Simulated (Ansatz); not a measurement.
**W$_{15}$S$_{32}$ (charge −1): geometry relaxation (part 4 of 4)**

Continued. System: W$_{15}$S$_{32}$ (defect cell, 47 atoms in the cell, total charge −1). Method: DFT PBE+D3(BJ), scalar-relativistic, plane waves, PAW, spin-polarised (Ansatz 0.2.0); cutoff 420 eV, 2×2×2 k-mesh, Gaussian smearing of 0.01 eV, collinear spins. The structure derives from a Materials Project entry. It belongs to a series of runs on one base structure; here: W vacancy (site c), charge -1, atoms relaxed at the host's cell.

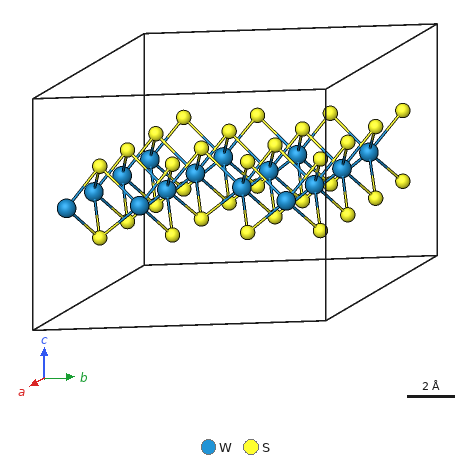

*The geometry at step 2 of the log (ball-and-stick view of the cell of the calculation, with the vacuum cut short, seen slightly off an axis).*

### File populations.tsv
```
# site	symbol	l	j	q_up	q_dn
# orbitals = lowdin
# n_electrons = 403.000000
# spilling = 0.009099
0	W	0_5S	-	0.988481	0.988477
0	W	0_6S	-	0.306976	0.302973
0	W	1_5P	-	2.997570	2.997409
0	W	2_5D	-	2.494047	2.386982
1	W	0_5S	-	0.988481	0.988477
1	W	0_6S	-	0.306976	0.302973
1	W	1_5P	-	2.997570	2.997409
1	W	2_5D	-	2.494047	2.386982
2	W	0_5S	-	0.988410	0.988372
2	W	0_6S	-	0.304204	0.300207
2	W	1_5P	-	2.997965	2.997943
2	W	2_5D	-	2.490972	2.489539
3	W	0_5S	-	0.988709	0.988702
3	W	0_6S	-	0.303143	0.302339
3	W	1_5P	-	2.998040	2.998040
3	W	2_5D	-	2.483887	2.481333
4	W	0_5S	-	0.988410	0.988372
4	W	0_6S	-	0.304204	0.300207
4	W	1_5P	-	2.997965	2.997943
4	W	2_5D	-	2.490972	2.489539
5	W	0_5S	-	0.988481	0.988477
5	W	0_6S	-	0.306976	0.302973
5	W	1_5P	-	2.997570	2.997409
5	W	2_5D	-	2.494047	2.386982
6	W	0_5S	-	0.988709	0.988702
6	W	0_6S	-	0.303143	0.302339
6	W	1_5P	-	2.998040	2.998040
6	W	2_5D	-	2.483887	2.481333
7	W	0_5S	-	0.988709	0.988702
7	W	0_6S	-	0.303143	0.302339
7	W	1_5P	-	2.998040	2.998040
7	W	2_5D	-	2.483887	2.481333
8	W	0_5S	-	0.988481	0.988477
8	W	0_6S	-	0.306976	0.302973
8	W	1_5P	-	2.997570	2.997409
8	W	2_5D	-	2.494047	2.386982
9	W	0_5S	-	0.988481	0.988477
9	W	0_6S	-	0.306976	0.302973
9	W	1_5P	-	2.997570	2.997409
9	W	2_5D	-	2.494047	2.386982
10	W	0_5S	-	0.988410	0.988372
10	W	0_6S	-	0.304204	0.300207
10	W	1_5P	-	2.997965	2.997943
10	W	2_5D	-	2.490972	2.489539
11	W	0_5S	-	0.988481	0.988477
11	W	0_6S	-	0.306976	0.302973
11	W	1_5P	-	2.997570	2.997409
11	W	2_5D	-	2.494047	2.386982
12	W	0_5S	-	0.988281	0.988272
12	W	0_6S	-	0.300854	0.300350
12	W	1_5P	-	2.998075	2.998031
12	W	2_5D	-	2.487941	2.478590
13	W	0_5S	-	0.988281	0.988272
13	W	0_6S	-	0.300854	0.300350
13	W	1_5P	-	2.998075	2.998031
13	W	2_5D	-	2.487941	2.478590
14	W	0_5S	-	0.988281	0.988272
14	W	0_6S	-	0.300854	0.300350
14	W	1_5P	-	2.998075	2.998031
14	W	2_5D	-	2.487941	2.478590
15	S	0_3S	-	0.911678	0.911159
15	S	1_3P	-	2.213728	2.185378
16	S	0_3S	-	0.891032	0.891018
16	S	1_3P	-	2.169521	2.167071
17	S	0_3S	-	0.890872	0.890826
17	S	1_3P	-	2.178531	2.174002
18	S	0_3S	-	0.891032	0.891018
18	S	1_3P	-	2.169521	2.167071
19	S	0_3S	-	0.890344	0.890343
19	S	1_3P	-	2.179249	2.177230
20	S	0_3S	-	0.890344	0.890343
20	S	1_3P	-	2.179249	2.177230
21	S	0_3S	-	0.911678	0.911159
21	S	1_3P	-	2.213728	2.185378
22	S	0_3S	-	0.890872	0.890826
22	S	1_3P	-	2.178531	2.174002
23	S	0_3S	-	0.890344	0.890343
23	S	1_3P	-	2.179249	2.177230
24	S	0_3S	-	0.890872	0.890826
24	S	1_3P	-	2.178531	2.174002
25	S	0_3S	-	0.911678	0.911159
25	S	1_3P	-	2.213728	2.185378
26	S	0_3S	-	0.891032	0.891018
26	S	1_3P	-	2.169521	2.167071
27	S	0_3S	-	0.891032	0.891018
27	S	1_3P	-	2.169521	2.167071
28	S	0_3S	-	0.891032	0.891018
28	S	1_3P	-	2.169521	2.167071
29	S	0_3S	-	0.889865	0.889873
29	S	1_3P	-	2.172726	2.170146
30	S	0_3S	-	0.891032	0.891018
30	S	1_3P	-	2.169521	2.167071
31	S	0_3S	-	0.911678	0.911159
31	S	1_3P	-	2.213728	2.185378
32	S	0_3S	-	0.891032	0.891018
32	S	1_3P	-	2.169521	2.167071
33	S	0_3S	-	0.890872	0.890826
33	S	1_3P	-	2.178531	2.174002
34	S	0_3S	-	0.891032	0.891018
34	S	1_3P	-	2.169521	2.167071
35	S	0_3S	-	0.890344	0.890343
35	S	1_3P	-	2.179249	2.177230
36	S	0_3S	-	0.890344	0.890343
36	S	1_3P	-	2.179249	2.177230
37	S	0_3S	-	0.911678	0.911159
37	S	1_3P	-	2.213728	2.185378
38	S	0_3S	-	0.890872	0.890826
38	S	1_3P	-	2.178531	2.174002
39	S	0_3S	-	0.890344	0.890343
39	S	1_3P	-	2.179249	2.177230
40	S	0_3S	-	0.890872	0.890826
40	S	1_3P	-	2.178531	2.174002
41	S	0_3S	-	0.911678	0.911159
41	S	1_3P	-	2.213728	2.185378
42	S	0_3S	-	0.891032	0.891018
42	S	1_3P	-	2.169521	2.167071
43	S	0_3S	-	0.891032	0.891018
43	S	1_3P	-	2.169521	2.167071
44	S	0_3S	-	0.891032	0.891018
44	S	1_3P	-	2.169521	2.167071
45	S	0_3S	-	0.889865	0.889873
45	S	1_3P	-	2.172726	2.170146
46	S	0_3S	-	0.891032	0.891018
46	S	1_3P	-	2.169521	2.167071
```

### Trajectory as extended XYZ (Å, eV, eV/Å), 3 frames, from step=1 to step=3
```
47
Lattice="12.6389 0.0000 0.0000 -6.3194 -10.9456 0.0000 0.0000 0.0000 -16.9395" Properties=species:S:1:pos:R:3:forces:R:3 step=1 energy=-184684.53302
W    -1.5897   -6.4299    0.0000    0.0045  -0.0275   0.0000
W     9.4352   -3.6346    0.0000   -0.0216   0.0176   0.0000
W     1.5799   -6.3804    0.0000    0.0000  -0.0545   0.0000
W    -0.0096   -3.6541    0.0000    0.0428   0.0247   0.0000
W    11.0629   -0.9144    0.0000   -0.0472   0.0273   0.0000
W     4.7495   -6.4299    0.0000   -0.0045  -0.0275   0.0000
W     3.1694   -3.6541    0.0000   -0.0428   0.0247   0.0000
W     1.5799   -0.9010    0.0000    0.0000  -0.0494   0.0000
W     6.2854   -9.0902    0.0000   -0.0261   0.0099   0.0000
W     6.3634   -3.6346    0.0000    0.0216   0.0176   0.0000
W     4.7357   -0.9144    0.0000    0.0472   0.0273   0.0000
W    -3.1257   -9.0902    0.0000    0.0261   0.0099   0.0000
W     7.8993   -0.8993    0.0000    0.0000   0.0626   0.0000
W     0.0112   -9.1278    0.0000    0.0542  -0.0313   0.0000
W     3.1486   -9.1278    0.0000   -0.0542  -0.0313   0.0000
S    -3.1255   -7.3168   -1.5722    0.0301  -0.0174   0.0985
S     0.0166   -7.3046   -1.5747   -0.0049   0.0080   0.0207
S    -1.6089   -4.5774   -1.5601   -0.0044  -0.0026   0.0215
S     3.1431   -7.3046   -1.5747    0.0049   0.0080   0.0207
S     1.5799   -4.5583   -1.5769    0.0000   0.0096   0.0173
S     0.0021   -1.8254   -1.5769    0.0083  -0.0048   0.0173
S     6.2852   -7.3168   -1.5722   -0.0301  -0.0174   0.0985
S     4.7686   -4.5774   -1.5601    0.0044  -0.0026   0.0215
S     3.1577   -1.8254   -1.5769   -0.0083  -0.0048   0.0173
S    -4.7396   -9.9999   -1.5601    0.0000   0.0051   0.0215
S     7.8993   -4.5212   -1.5722    0.0000   0.0347   0.0985
S     6.3177   -1.8061   -1.5747   -0.0045  -0.0082   0.0207
S    -1.5650  -10.0440   -1.5747   -0.0093   0.0002   0.0207
S     9.4809   -1.8061   -1.5747    0.0045  -0.0082   0.0207
S     1.5799  -10.0334   -1.5848    0.0000   0.0000  -0.0024
S     4.7248  -10.0440   -1.5747    0.0093   0.0002   0.0207
S    -3.1255   -7.3168  -15.3672    0.0301  -0.0174  -0.0985
S     0.0166   -7.3046  -15.3647   -0.0049   0.0080  -0.0207
S    -1.6089   -4.5774  -15.3794   -0.0044  -0.0026  -0.0215
S     3.1431   -7.3046  -15.3647    0.0049   0.0080  -0.0207
S     1.5799   -4.5583  -15.3626    0.0000   0.0096  -0.0173
S     0.0021   -1.8254  -15.3626    0.0083  -0.0048  -0.0173
S     6.2852   -7.3168  -15.3672   -0.0301  -0.0174  -0.0985
S     4.7686   -4.5774  -15.3794    0.0044  -0.0026  -0.0215
S     3.1577   -1.8254  -15.3626   -0.0083  -0.0048  -0.0173
S    -4.7396   -9.9999  -15.3794    0.0000   0.0051  -0.0215
S     7.8993   -4.5212  -15.3672    0.0000   0.0347  -0.0985
S     6.3177   -1.8061  -15.3647   -0.0045  -0.0082  -0.0207
S    -1.5650  -10.0440  -15.3647   -0.0093   0.0002  -0.0207
S     9.4809   -1.8061  -15.3647    0.0045  -0.0082  -0.0207
S     1.5799  -10.0334  -15.3546    0.0000   0.0000   0.0024
S     4.7248  -10.0440  -15.3647    0.0093   0.0002  -0.0207
47
Lattice="12.6389 0.0000 0.0000 -6.3194 -10.9456 0.0000 0.0000 0.0000 -16.9395" Properties=species:S:1:pos:R:3:forces:R:3 step=2 energy=-184684.52923 accepted=F
W    -1.5772   -6.4300    0.0000   -0.0611  -0.0547   0.0000
W     9.4415   -3.6236    0.0000   -0.0779  -0.0256   0.0000
W     1.5799   -6.3866    0.0000    0.0000   0.0285   0.0000
W    -0.0034   -3.6505    0.0000   -0.0652  -0.0377   0.0000
W    11.0576   -0.9113    0.0000    0.0247  -0.0143   0.0000
W     4.7369   -6.4300    0.0000    0.0611  -0.0547   0.0000
W     3.1631   -3.6505    0.0000    0.0652  -0.0377   0.0000
W     1.5799   -0.9083    0.0000    0.0000   0.0753   0.0000
W     6.2790   -9.1011    0.0000   -0.0168   0.0803   0.0000
W     6.3571   -3.6236    0.0000    0.0779  -0.0256   0.0000
W     4.7410   -0.9113    0.0000   -0.0247  -0.0143   0.0000
W    -3.1193   -9.1011    0.0000    0.0168   0.0803   0.0000
W     7.8993   -0.8882    0.0000    0.0000  -0.0745   0.0000
W     0.0207   -9.1333    0.0000   -0.0645   0.0372   0.0000
W     3.1390   -9.1333    0.0000    0.0645   0.0372   0.0000
S    -3.1181   -7.3211   -1.5571   -0.0117   0.0068  -0.0777
S     0.0212   -7.3106   -1.5758   -0.0130   0.0266   0.0036
S    -1.6044   -4.5748   -1.5560   -0.0072  -0.0042  -0.0345
S     3.1385   -7.3106   -1.5758    0.0130   0.0266   0.0036
S     1.5799   -4.5618   -1.5759    0.0000   0.0217  -0.0178
S    -0.0010   -1.8237   -1.5759    0.0188  -0.0108  -0.0178
S     6.2778   -7.3211   -1.5571    0.0117   0.0068  -0.0777
S     4.7641   -4.5748   -1.5560    0.0072  -0.0042  -0.0345
S     3.1607   -1.8237   -1.5759   -0.0188  -0.0108  -0.0178
S    -4.7396  -10.0051   -1.5560    0.0000   0.0083  -0.0345
S     7.8993   -4.5126   -1.5571    0.0000  -0.0135  -0.0777
S     6.3206   -1.7991   -1.5758   -0.0165  -0.0246   0.0036
S    -1.5575  -10.0450   -1.5758   -0.0295  -0.0020   0.0036
S     9.4780   -1.7991   -1.5758    0.0165  -0.0246   0.0036
S     1.5799  -10.0334   -1.5948    0.0000   0.0000   0.0398
S     4.7172  -10.0450   -1.5758    0.0295  -0.0020   0.0036
S    -3.1181   -7.3211  -15.3824   -0.0117   0.0068   0.0777
S     0.0212   -7.3106  -15.3637   -0.0130   0.0266  -0.0036
S    -1.6044   -4.5748  -15.3835   -0.0072  -0.0042   0.0345
S     3.1385   -7.3106  -15.3637    0.0130   0.0266  -0.0036
S     1.5799   -4.5618  -15.3636    0.0000   0.0217   0.0178
S    -0.0010   -1.8237  -15.3636    0.0188  -0.0108   0.0178
S     6.2778   -7.3211  -15.3824    0.0117   0.0068   0.0777
S     4.7641   -4.5748  -15.3835    0.0072  -0.0042   0.0345
S     3.1607   -1.8237  -15.3636   -0.0188  -0.0108   0.0178
S    -4.7396  -10.0051  -15.3835    0.0000   0.0083   0.0345
S     7.8993   -4.5126  -15.3824    0.0000  -0.0135   0.0777
S     6.3206   -1.7991  -15.3637   -0.0165  -0.0246  -0.0036
S    -1.5575  -10.0450  -15.3637   -0.0295  -0.0020  -0.0036
S     9.4780   -1.7991  -15.3637    0.0165  -0.0246  -0.0036
S     1.5799  -10.0334  -15.3446    0.0000   0.0000  -0.0398
S     4.7172  -10.0450  -15.3637    0.0295  -0.0020  -0.0036
47
Lattice="12.6389 0.0000 0.0000 -6.3194 -10.9456 0.0000 0.0000 0.0000 -16.9395" Properties=species:S:1:pos:R:3:forces:R:3 step=3 energy=-184684.53645
W    -1.5857   -6.4308    0.0000   -0.0050  -0.0093   0.0000
W     9.4365   -3.6307    0.0000   -0.0105   0.0004   0.0000
W     1.5799   -6.3828    0.0000    0.0000  -0.0064   0.0000
W    -0.0076   -3.6529    0.0000    0.0007   0.0004   0.0000
W    11.0609   -0.9132    0.0000   -0.0055   0.0032   0.0000
W     4.7455   -6.4308    0.0000    0.0050  -0.0093   0.0000
W     3.1673   -3.6529    0.0000   -0.0007   0.0004   0.0000
W     1.5799   -0.9033    0.0000    0.0000  -0.0008   0.0000
W     6.2827   -9.0933    0.0000   -0.0056   0.0089   0.0000
W     6.3621   -3.6307    0.0000    0.0105   0.0004   0.0000
W     4.7377   -0.9132    0.0000    0.0055   0.0032   0.0000
W    -3.1230   -9.0933    0.0000    0.0056   0.0089   0.0000
W     7.8993   -0.8952    0.0000    0.0000   0.0070   0.0000
W     0.0146   -9.1298    0.0000    0.0061  -0.0035   0.0000
W     3.1451   -9.1298    0.0000   -0.0061  -0.0035   0.0000
S    -3.1227   -7.3184   -1.5652    0.0037  -0.0021   0.0031
S     0.0176   -7.3061   -1.5744    0.0011   0.0044   0.0015
S    -1.6082   -4.5770   -1.5582    0.0003   0.0002  -0.0030
S     3.1421   -7.3061   -1.5744   -0.0011   0.0044   0.0015
S     1.5799   -4.5589   -1.5762    0.0000   0.0047   0.0008
S     0.0015   -1.8252   -1.5762    0.0041  -0.0024   0.0008
S     6.2825   -7.3184   -1.5652   -0.0037  -0.0021   0.0031
S     4.7679   -4.5770   -1.5582   -0.0003   0.0002  -0.0030
S     3.1582   -1.8252   -1.5762   -0.0041  -0.0024   0.0008
S    -4.7396  -10.0007   -1.5582    0.0000  -0.0003  -0.0030
S     7.8993   -4.5180   -1.5652    0.0000   0.0043   0.0031
S     6.3185   -1.8045   -1.5744   -0.0044  -0.0013   0.0015
S    -1.5632  -10.0442   -1.5744   -0.0033  -0.0031   0.0015
S     9.4801   -1.8045   -1.5744    0.0044  -0.0013   0.0015
S     1.5799  -10.0334   -1.5880    0.0000   0.0000   0.0038
S     4.7229  -10.0442   -1.5744    0.0033  -0.0031   0.0015
S    -3.1227   -7.3184  -15.3743    0.0037  -0.0021  -0.0031
S     0.0176   -7.3061  -15.3650    0.0011   0.0044  -0.0015
S    -1.6082   -4.5770  -15.3813    0.0003   0.0002   0.0030
S     3.1421   -7.3061  -15.3650   -0.0011   0.0044  -0.0015
S     1.5799   -4.5589  -15.3633    0.0000   0.0047  -0.0008
S     0.0015   -1.8252  -15.3633    0.0041  -0.0024  -0.0008
S     6.2825   -7.3184  -15.3743   -0.0037  -0.0021  -0.0031
S     4.7679   -4.5770  -15.3813   -0.0003   0.0002   0.0030
S     3.1582   -1.8252  -15.3633   -0.0041  -0.0024  -0.0008
S    -4.7396  -10.0007  -15.3813    0.0000  -0.0003   0.0030
S     7.8993   -4.5180  -15.3743    0.0000   0.0043  -0.0031
S     6.3185   -1.8045  -15.3650   -0.0044  -0.0013  -0.0015
S    -1.5632  -10.0442  -15.3650   -0.0033  -0.0031  -0.0015
S     9.4801   -1.8045  -15.3650    0.0044  -0.0013  -0.0015
S     1.5799  -10.0334  -15.3514    0.0000   0.0000  -0.0038
S     4.7229  -10.0442  -15.3650    0.0033  -0.0031  -0.0015
```

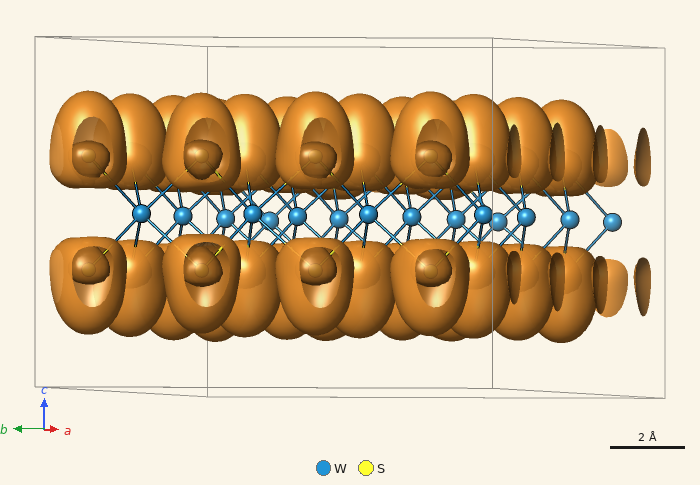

*Isosurface of the ELF at 0.7 (orange), seen at an oblique angle. Only the valence region is drawn (cores and ρ < 0.01 e/Å³ removed). Sticks mark near contacts.*

Profiles from the grid: W–S (2.37 Å): the ELF is about 0.50 at the midpoint. W–S (2.41 Å): the ELF is about 0.50 at the midpoint. Core electrons are frozen (PAW), so the fields are smoothed inside the atomic spheres.

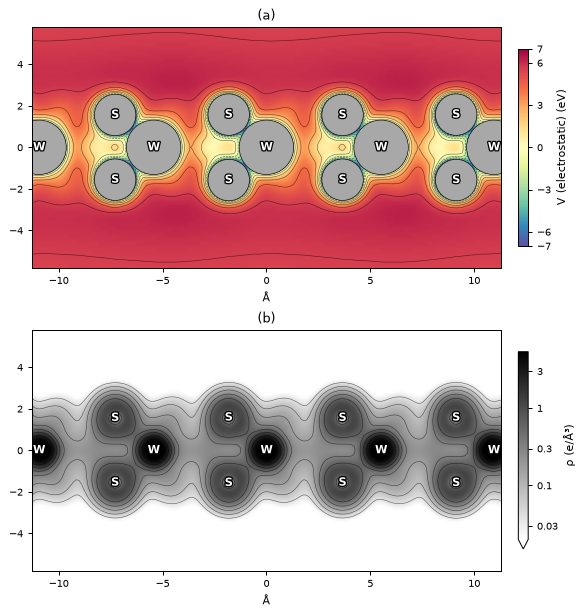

*(a) electrostatic potential energy of an electron; (b) valence pseudo-density on the (110) plane of the calculation cell, a cut from vacuum to vacuum. Grey discs, where drawn, cover atomic cores.*

Atoms in the plane: W and S. W–S (2.40 Å): ρ at the midpoint is about 0.64 e/Å³. The density dies away to nearly zero in the vacuum.

### Key numbers

| quantity | value |
| --- | --- |
| outcome | converged |
| electrons treated | 403 |
| free energy | −184684.5364 eV |
| Fermi energy | 1.352 eV |
| gap on the k-point mesh | none (metallic) |
| net moment of the cell | 1.00 μB |
| integrated absolute moment | 1.08 μB |
| final volume | 2343.40 Å³ |
| largest force (length of the vector) at the end | 0.011 eV/Å |
| hardware | 4 threads of Arm Neoverse V2, 24 GiB of memory available, shared host |
| wall time | 9.4 min (CPU time 37 min) |
| peak memory | 7.9 GiB |

Notes on the run: the exchange-correlation potential is rough where the density is thin. The cell is charged and computed with a neutralising background, so its energy and pressure depend on the cell and aren't those of a real crystal. Spin–orbit coupling is left out, which matters for W.
